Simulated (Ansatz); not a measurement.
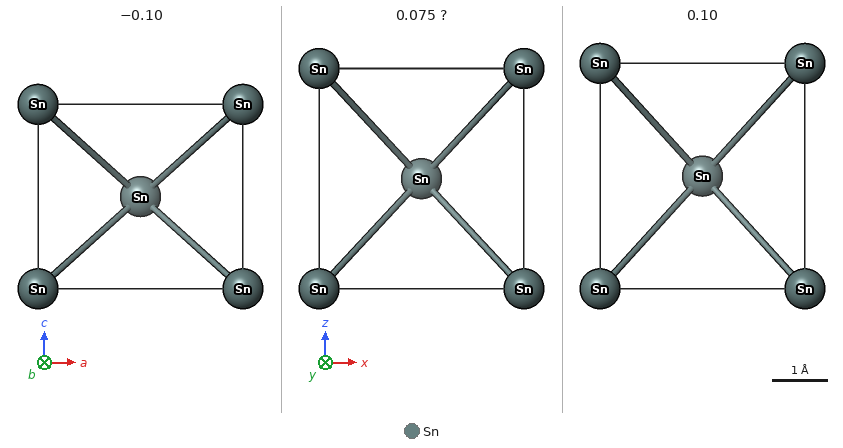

Crystalline Sn (Im-3m): the cell is strained along z alone, with the atoms kept at their fractional coordinates. x, y and z are the Cartesian axes of the input. Style: ball-and-stick. Shown: the conventional cell (2 times the calculation's cell), along the b axis. Lengths and directions refer to the drawn axes.

Level of theory: DFT r2SCAN, scalar-relativistic, plane waves, PAW (Ansatz 0.2.0). Set-up: plane-wave cutoff 500 eV; k-point mesh 18 × 18 × 18; occupations gaussian; smearing width 0.15 eV; no spin polarisation. Energies (free energies at the smearing named) are counted from the cell as listed in its source, which wasn't relaxed.

| strain | energy change (meV/atom) |
| --- | --- |
| −0.1000 | 35.2 |
| −0.0750 | 14.9 |
| −0.0500 | 3.7 |
| −0.0250 | −0.4 |
| 0.0000 | 0.0 |
| 0.0250 | 3.0 |
| 0.0500 | 9.8 |
| 0.0750 | ? |
| 0.0875 | 27.2 |
| 0.1000 | 34.9 |

### One row is withheld. What is its energy?

A straight line between the two neighbours gives 21.4 meV/atom. A cubic through the four nearest rows (0.0250, 0.0500, 0.0875, 0.1000) gives, with Lagrange weights, (−0.0667)(3.0) + (0.3333)(9.8) + (1.0667)(27.2) + (−0.3333)(34.9) = 20.4 meV/atom. The calculation gives 20.4 meV/atom, so the cubic is right to the digits shown and the straight line 1.0 meV/atom too high, as the curve bends upwards here.

The whole profile:

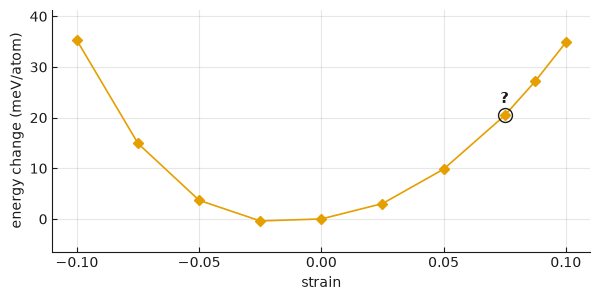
